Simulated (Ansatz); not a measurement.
## InAs: field-gradient calculation

The run: field-gradient calculation of InAs (F-43m, 2 atoms in the cell). Method and program: DFT, PBE, PAW with Ansatz's default frozen-core files, scalar-relativistic, no spin polarisation (Ansatz 0.2.0).

The structure derives from an entry of the Crystallography Open Database. Its volume is 1.03 times that of the source entry. It belongs to a series of runs on one base structure; here: volume scaled by 1.03, PAW files.

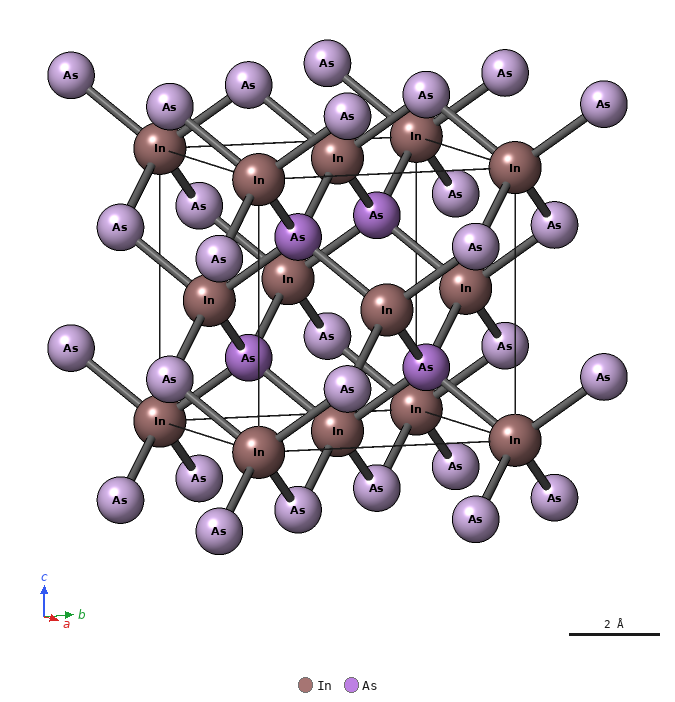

The input geometry (ball-and-stick view of the cell 4 times as large as that of the calculation, set on its symmetry axes, seen slightly off an axis; neighbours outside the cell are drawn fainter). Near neighbours in the crystal (not all of them lie inside the picture): In has 4 As at 2.64 Å; As has 4 In at 2.64 Å.

### The input
```yaml
crystal:
  lattice:
    - [0.0, 3.0539425414, 3.0539425414]
    - [3.0539425414, 0.0, 3.0539425414]
    - [3.0539425414, 3.0539425414, 0.0]
  atoms:
    - { symbol: In, position: [0.0, 0.0, 0.0] }
    - { symbol: As, position: [0.75, 0.75, 0.75] }
kpoints:
  mp_grid: { grid: [10, 10, 10] }
scf:
  occupations: { method: fermi_dirac, width: 0.08 }
hamiltonian:
  xc: pbe
  pseudopotentials: { kind: paw }
output:
  forces: true
  stress: true
  eigenvalues: true
  efg: { contact_densities: true }
  write_density: true
  write_potential: true
  elf: true
  volumetric_format: npy
```

Machine: 1 thread of Arm Neoverse V1, 24 GiB of memory available, shared host.

Run as:
```bash
ansatz run input.yaml --threads 1 --pin off --max-ram 2048MiB --backend cpu --events-out ev --progress --plain --runs-dir out
```

### Output
```
In: output.efg is read without spin–orbit coupling, which moves field gradients at and beside such atoms by some per cent and up to a factor of two; PAW files take it under magnetization.noncollinear and magnetization.spin_orbit
Engine: ansatz 0.2.0, aarch64-unknown-linux-gnu
Pseudopotentials: kind: paw
Pseudopotential: In, paw, valence charge 13, recommended cutoff 420 eV (normal), In.paw.azcp
Pseudopotential: As, paw, valence charge 15, recommended cutoff 420 eV (normal), As.paw.azcp
Functional definition: PBE
  parameter kappa = 0.804
  parameter beta = 0.06672455060314922
  exchange = pbe_x(kappa = kappa, mu = beta*pi^2/3)
  correlation = pbe_c(beta = beta)
Crystal: 2 atoms, lattice volume = 56.966 Å³
Basis set: ecut = 420 eV, 1139 PW (Γ), exchange–correlation on 60×60×60 points (8 copies of the dense FFT grid, shifted against one another)
Bands: 18, of which v1, the nominal top of the filled ones, is band 14 counted from 1 (13 counted from 0)
Symmetry: 24 space group operations
Space group: F-43m (ITA 216), of the structure as read, at distance tolerance 3.8e-5 Å
k-points: 47 of 1000 (time reversal used)
Non-local potential: In, projectors of the file, l = 0: 2, l = 1: 2, l = 2: 2, l = 3: 2
Non-local potential: As, projectors of the file, l = 0: 2, l = 1: 2, l = 2: 3, l = 3: 1
PAW form: soft (Blöchl's): semilocal exchange-correlation on the pseudo side does not see the compensation charge
PAW one-centre angular grid: In, 590 points (default); XC on 64 Gauss nodes
PAW one-centre angular grid: As, 590 points (default); XC on 64 Gauss nodes
Initial density: superposition of atomic densities (neutral atoms: chi_scale 0, normalization atom), corrected by the library's trained network
Initial wavefunctions: pseudopotential atomic-orbital guess
Functional: x = pbe(κ = 0.804, μ = 0.2195149727645171), c = pbe(β = 0.06672455060314922)
SCF iter   1: F=—  HF=-10454.458405 eV  |F-HF|=—  |Δ(HF+E_count)|=         —  Δρ=2.47e-3  dr2=7.65e-3  ethr=1.77e-3  ⟨swp⟩=5.9  Hψ=4157  notcnv=0
preconditioner: auto → none  [insulator: Δε(μ)=0.840 eV  Ē_g=14.619 eV  σ=0.080 eV  W_gap=0.89  n_scr=14 (ndim 8)  ℏωp=20.9 eV  f_vac=0.112  D(μ)=0.02/eV (n_scr^D=0)  ε∞_Penn≈3.0]
SCF iter   2: F=—  HF=-10454.455332 eV  |F-HF|=—  |Δ(HF+E_count)|=   3.07e-3  Δρ=1.02e-3  dr2=6.69e-4  ethr=2.73e-5  ⟨swp⟩=2.0  Hψ=1756  notcnv=0
SCF iter   3: F=—  HF=-10454.455197 eV  |F-HF|=—  |Δ(HF+E_count)|=   1.34e-4  Δρ=3.02e-4  dr2=6.83e-5  ethr=2.39e-6  ⟨swp⟩=2.0  Hψ=1270  notcnv=0
SCF iter   4: F=—  HF=-10454.455242 eV  |F-HF|=—  |Δ(HF+E_count)|=   4.45e-5  Δρ=1.07e-4  dr2=7.56e-6  ethr=2.44e-7  ⟨swp⟩=2.0  Hψ=1035  notcnv=0
SCF iter   5: F=—  HF=-10454.455252 eV  |F-HF|=—  |Δ(HF+E_count)|=   1.02e-5  Δρ=3.26e-5  dr2=6.99e-7  ethr=2.70e-8  ⟨swp⟩=2.0  Hψ=1507  notcnv=0
SCF iter   6: F=-10454.455252 eV  HF=-10454.455252 eV  |F-HF|=5.57e-9  |Δ(HF+E_count)|=   5.97e-8  Δρ=5.68e-6  dr2=1.40e-8  ethr=3.57e-10  ⟨swp⟩=10.0  Hψ=6422  notcnv=0
SCF 1 converged in 6 iterations: F = -10454.455252 eV  dr2 = 1.40e-8
  Residual-converged pass: ⟨swp⟩=1.0  Hψ=1034  notcnv=0  max |occ|·‖R‖ = 7.0e-9 eV (tolerance 1.0e-8 eV)  dr2=1.40e-8  dr2_onsite=3.38e-8  max |Δocc| = 1.6e-11
  greatest PAW one-centre occupation: 0.999 electrons in one spin orbital (limit 2), on the As atom at site 1 (counted from 0), in its partial waves of l = 2
```

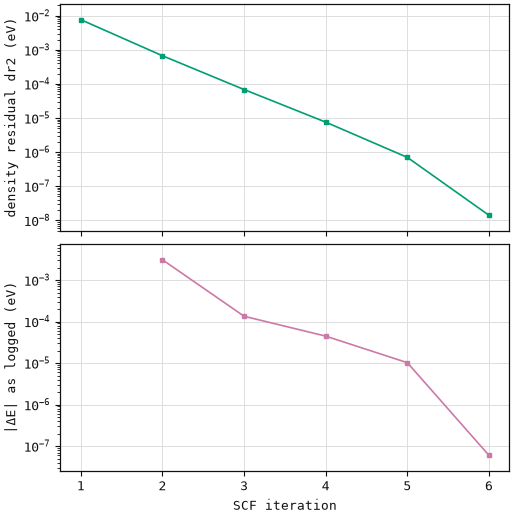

Convergence of the self-consistent field: density residual dr2 and size of the energy change against the SCF iteration. The residual falls at every step.

```
SCF converged after 6 iterations
Free energy (F): -10454.455252 eV
Harris-Foulkes:  -10454.455252 eV  (|F-HF|=5.57e-9)
Internal energy: -10454.454529 eV  (E = F + TS)
E sigma→0 (E₀):  -10454.454891 eV
Entropy (-TS):   -0.000723 eV (-0.361 meV/atom)
Fermi energy:    7.622724 eV
--- Per-component energies (eV) ---
  E_band       = -321.191667
  E_kinetic    = 346.343001
  E_local      = -3315.175179  (includes V_loc(G=0)·N_el)
  E_nonlocal   = -303.320594
  E_hartree    = 1600.780949
  E_xc         = -294.338536
  E_vxc        = -178.352132  (∫ρ·V_xc dr)
  E_paw        = -5990.695029  (= ΣΔE_a)
  E_vpaw       = -72.253852  (= ΣTr[D̂ρ^β])
  E_aug_tail   = 0.000034  (compensation charges beyond the density's cutoff)
  E_ewald      = -2498.049174
  E_smearing   = -0.000723  (= −TS)
  E_closure    = 0.000000  (closes the sum)
  Σ components = -10454.455252   (vs F -10454.455252, Δ=0.00e0)
--- Forces (eV/Å), atoms counted from 1 ---
  atom   1  In    -0.00000000     0.00000000     0.00000000
  atom   2  As     0.00000000    -0.00000000     0.00000000
  max |Σ_I F_I| component: 2.38e-16 eV/Å
--- Stress (GPa, compression-positive) ---
        2.041611       0.000000       0.000000
        0.000000       2.041611       0.000000
        0.000000       0.000000       2.041611
  P = ⅓ Tr σ = 2.0416 GPa (20.416 kbar)
--- PAW observables at the nuclei: V_zz in 10²¹ V/m², potentials from the cell's mean, atoms counted from 1 ---
  atom   1  In V_zz =    -0.000000   η = 0.0000   by run symmetry: forbidden
            electrostatic potential = -7936.412075 V   contact ρ = 1133013.578021 e/Å³
  atom   2  As V_zz =    +0.000000   η = 0.0000   by run symmetry: forbidden
            electrostatic potential = -4514.566617 V   contact ρ = 235497.535690 e/Å³
--- Band table (eV; the first three rows and the last of 47) ---
  k-point 0: bands = ["-27.4862", "-27.4862", "-27.4862", "-27.4792", "-27.4792", "-6.8763", "-6.8763", "-6.8763", "-6.7626", "-6.7626", "-4.2225", "7.1003", "7.4510", "7.4510", "7.4510", "11.3549", "11.3549", "11.3549"]
  k-point 1: bands = ["-27.4862", "-27.4862", "-27.4862", "-27.4791", "-27.4791", "-6.8879", "-6.8728", "-6.8728", "-6.7627", "-6.7627", "-4.1240", "5.9029", "7.3295", "7.3295", "8.3071", "11.4058", "11.5364", "11.5364"]
  k-point 2: bands = ["-27.4862", "-27.4861", "-27.4861", "-27.4791", "-27.4791", "-6.9169", "-6.8643", "-6.8643", "-6.7623", "-6.7623", "-3.8448", "4.4847", "7.0549", "7.0549", "8.6500", "11.9041", "11.9041", "11.9959"]
  k-point 46: bands = ["-27.4863", "-27.4860", "-27.4857", "-27.4791", "-27.4789", "-7.0218", "-6.8281", "-6.8088", "-6.7786", "-6.7533", "-2.2980", "1.8691", "4.6805", "4.7581", "11.0834", "11.2200", "13.1134", "13.8916"]
```

### File rho_z.tsv
```
# z_ang	rho[e/angstrom^3]
# format = ansatz-planar-average/11
# lattice	0.000000000	3.053942541	3.053942541
# lattice	3.053942541	0.000000000	3.053942541
# lattice	3.053942541	3.053942541	0.000000000
# sites	2
# site	49	0.000000000	0.000000000	0.000000000
# site	33	4.580913812	4.580913812	4.580913812
0.000000	8.278171e-1
0.143964	7.679263e-1
0.287928	6.561944e-1
0.431893	5.181470e-1
0.575857	3.816641e-1
0.719821	2.670406e-1
0.863785	1.836563e-1
1.007750	1.305422e-1
1.151714	1.002201e-1
1.295678	8.429147e-2
1.439642	7.723854e-2
1.583607	7.643337e-2
1.727571	8.064978e-2
1.871535	8.953436e-2
2.015499	1.032742e-1
2.159463	1.228459e-1
2.303428	1.525778e-1
2.447392	2.043642e-1
2.591356	3.001772e-1
2.735320	4.647368e-1
2.879285	7.005247e-1
3.023249	9.585105e-1
3.167213	1.144505e0
3.311177	1.181228e0
3.455142	1.075551e0
3.599106	9.153812e-1
3.743070	7.976461e-1
3.887034	7.635314e-1
4.030998	7.911759e-1
4.174963	8.283586e-1
```

### File v_z.tsv
```
# z_ang	v_es[eV]	v_tot[eV]
# format = ansatz-planar-average/11
# xc	pbe
# density_cutoff_ev	1680
# datasets	In=:simpson_from_first_knot:soft	As=:simpson_from_first_knot:soft
# lattice	0.000000000	3.053942541	3.053942541
# lattice	3.053942541	0.000000000	3.053942541
# lattice	3.053942541	3.053942541	0.000000000
# sites	2
# site	49	0.000000000	0.000000000	0.000000000
# site	33	4.580913812	4.580913812	4.580913812
0.000000	3.450463e-1	-1.113741e1
0.143964	1.115832e0	-9.965027e0
0.287928	1.914579e0	-8.641690e0
0.431893	2.812369e0	-7.105914e0
0.575857	3.880052e0	-5.306635e0
0.719821	5.094943e0	-3.301260e0
0.863785	6.388490e0	-1.233454e0
1.007750	7.642409e0	6.844984e-1
1.151714	8.704570e0	2.224772e0
1.295678	9.460788e0	3.230818e0
1.439642	9.939959e0	3.792701e0
1.583607	1.021722e1	4.082659e0
1.727571	1.030171e1	4.097332e0
1.871535	1.018542e1	3.796383e0
2.015499	9.802308e0	3.135111e0
2.159463	9.108977e0	2.078281e0
2.303428	8.243955e0	7.825320e-1
2.447392	7.451731e0	-4.829503e-1
2.591356	6.896032e0	-1.551396e0
2.735320	6.580879e0	-2.388704e0
2.879285	6.383753e0	-3.080282e0
3.023249	6.121992e0	-3.795877e0
3.167213	5.565608e0	-4.763347e0
3.311177	4.588080e0	-6.133609e0
3.455142	3.287914e0	-7.824816e0
3.599106	1.887180e0	-9.580103e0
3.743070	6.407424e-1	-1.108764e1
3.887034	-2.159765e-1	-1.207647e1
4.030998	-5.252988e-1	-1.239142e1
4.174963	-2.819303e-1	-1.202787e1
```

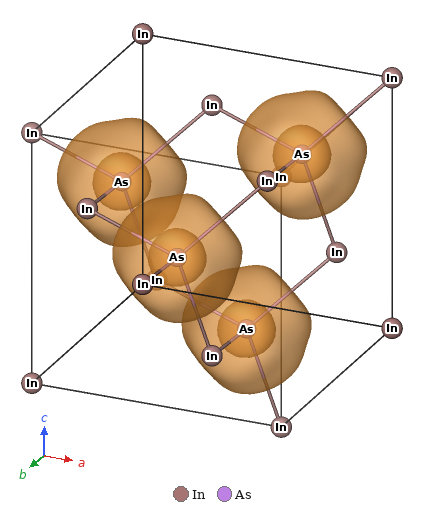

Isosurface of the ELF at 0.55 (orange), seen at an oblique angle. Only the valence region is drawn (cores and ρ < 0.01 e/Å³ removed). Sticks mark near contacts. The outline is the cell set on symmetry axes. Profiles from the grid: In–As (2.64 Å): the ELF peaks at about 0.75 between the atoms (localised, shared-pair bonding). Core electrons are frozen (PAW), so the fields are smoothed inside the atomic spheres.

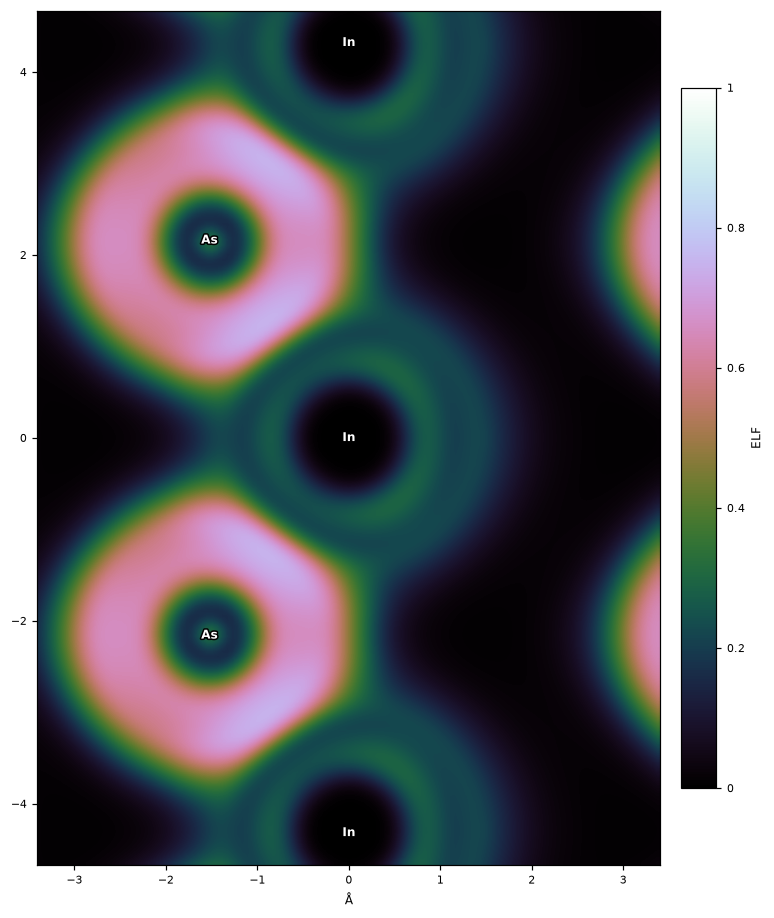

ELF on the (101) plane of the conventional cell. The plane passes through In and As nuclei. In–As (2.64 Å): the ELF peaks at about 0.75 between the atoms, which marks a covalent bond.

### Results in brief

- outcome: converged
- space group (tolerance 0.01 Å): F-43m (216)
- electrons treated: 28
- free energy: −10454.4553 eV
- Fermi energy: 7.623 eV
- pressure: 2.04 GPa
- field gradient V_zz (10²¹ V/m²): zero at all sites
- largest force (length of the vector): under 0.001 eV/Å
- wall time: 7.9 s
- peak memory: 0.4 GiB

The program warns: the field gradients leave out spin–orbit coupling.
